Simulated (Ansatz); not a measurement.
NiGe

Input

```
crystal:
  lattice:
    - [0.0, 2.6210653999, 2.6210653999]
    - [2.6210653999, 0.0, 2.6210653999]
    - [2.6210653999, 2.6210653999, 0.0]
  atoms:
    - { symbol: Ni, position: [0.0, 0.0, 0.0], spin: 2.5 }
    - { symbol: Ge, position: [0.25, 0.25, 0.25] }
basis:
  ecutwfc: 500
kpoints:
  mp_grid: { grid: [14, 14, 14] }
hamiltonian:
  xc: r2scan
scf:
  occupations: { method: gaussian, width: 0.1 }
  lower_state_search: "off"
output:
  forces: true
  stress: true
  eigenvalues: true
  populations: true
  write_density: true
  write_potential: true
  elf: true
  volumetric_format: npy
magnetization:
  spin_polarized: true
```

Launched as:

```sh
ansatz run input.yaml --threads 1 --pin off --max-ram 2560MiB --backend cpu --events-out ev --progress --plain --runs-dir out
```

Below, planes, directions and counts refer to the conventional cell (a = 5.24 Å, b = 5.24 Å, c = 5.24 Å, α = 90.00°, β = 90.00°, γ = 90.00°).

Space group F-43m; started from the zinc blende prototype, which need not be the ambient phase; the program warned that a starting moment wasn't kept; spin-polarised, but the moments vanished.

All numbers below come from Ansatz 0.2.0, DFT r2SCAN, scalar-relativistic, plane waves, PAW.

What will maps of the valence pseudo-density and electron localisation function show?

Ni–Ge (2.27 Å): ρ is about 0.55 e/Å³ halfway; the ELF is about 0.45 at the midpoint.

Does the calculation give a band gap?

It is gapless in this calculation (a metal or semimetal).

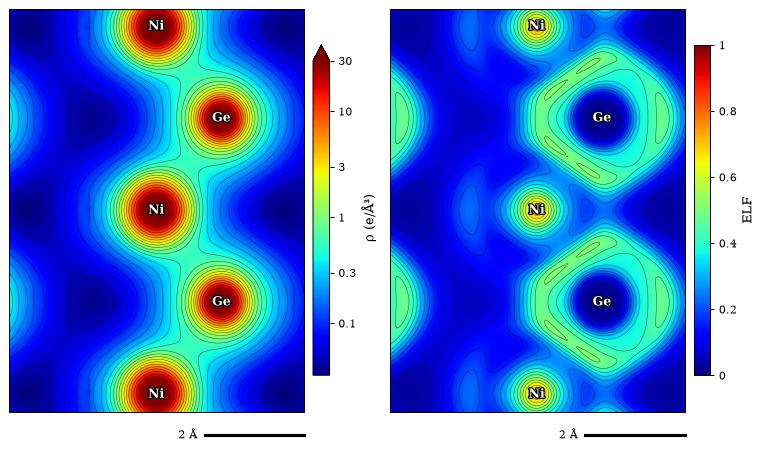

Computed valence pseudo-density and electron localisation function on the (101) plane of the conventional cell, in this order. 
